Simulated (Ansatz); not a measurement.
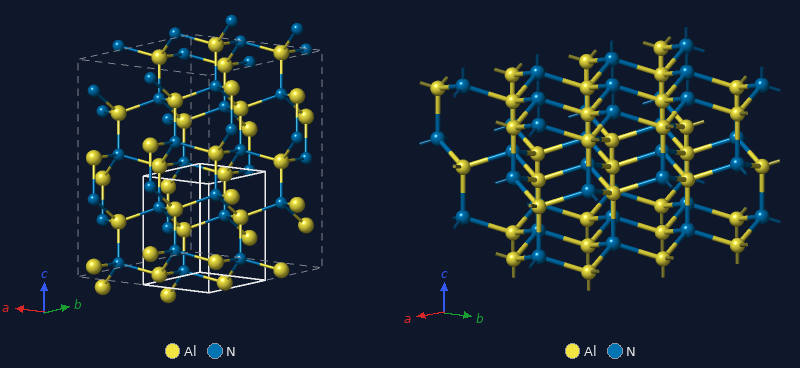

Left: the structure. Right: its underlying net. Nodes are coloured by element. Short stubs are edges that leave the cut-out.

The compound is AlN (space group P6_3mc, No. 186), taken as the end point of a relaxation with Ansatz, DFT, PBEsol, plane waves, PAW.

Bonds are taken as Al–N below 2.1 Å. The graph is simplified in the usual way: terminal and isolated atoms are pruned, two-connected atoms become edges.

The result is a uninodal 4-connected, three-periodic net: Al and N are 4-connected nodes. It is the lon net, known from lonsdaleite, wurtzite and tridymite. It is a single net, without interpenetration.

```json
{"node": "Al and N", "links": "4", "point symbol": "6^6", "coordination sequence": "4 12 25 44 67 96"}
```
